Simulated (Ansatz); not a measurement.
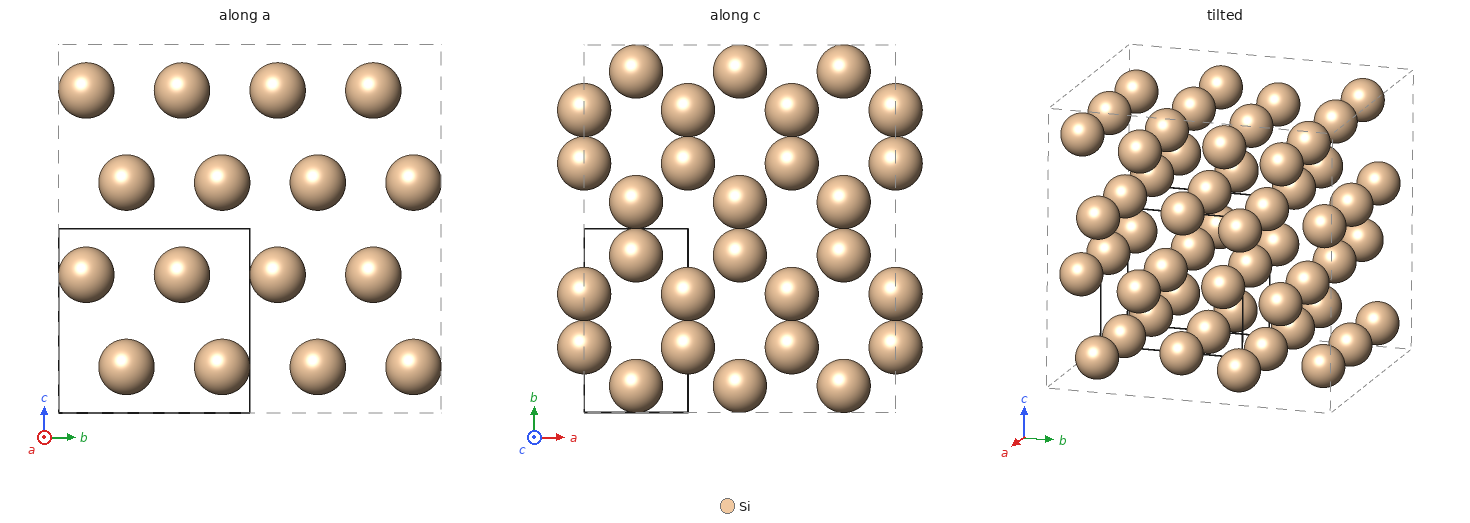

Shown here is a spheres-only view of the crystal, taken along the a axis, along the c axis and slightly off an axis. A 3×2×2 array of cells is drawn; the conventional unit cell has the solid edges. Cell: a = 2.616 Å, b = 4.630 Å, c = 4.461 Å, α = 90.00°, β = 91.34°, γ = 90.00°.

- The element is silicon.
- The structure has C2/c (No. 15) symmetry and a base-centred monoclinic lattice.
- The cell holds four atoms.
- Each Si atom is coordinated by twelve Si in a distorted anticuboctahedral arrangement at about 2.6 to 2.8 Å.

It goes back to a structure listed in the Materials Project. The cell was then strained or its atoms displaced on purpose. An electronic-structure calculation with Ansatz was run on it.

At this level of theory the cell isn't at rest (compressed, at 6 GPa), so its distances can differ from those at equilibrium, the more so the softer the solid.
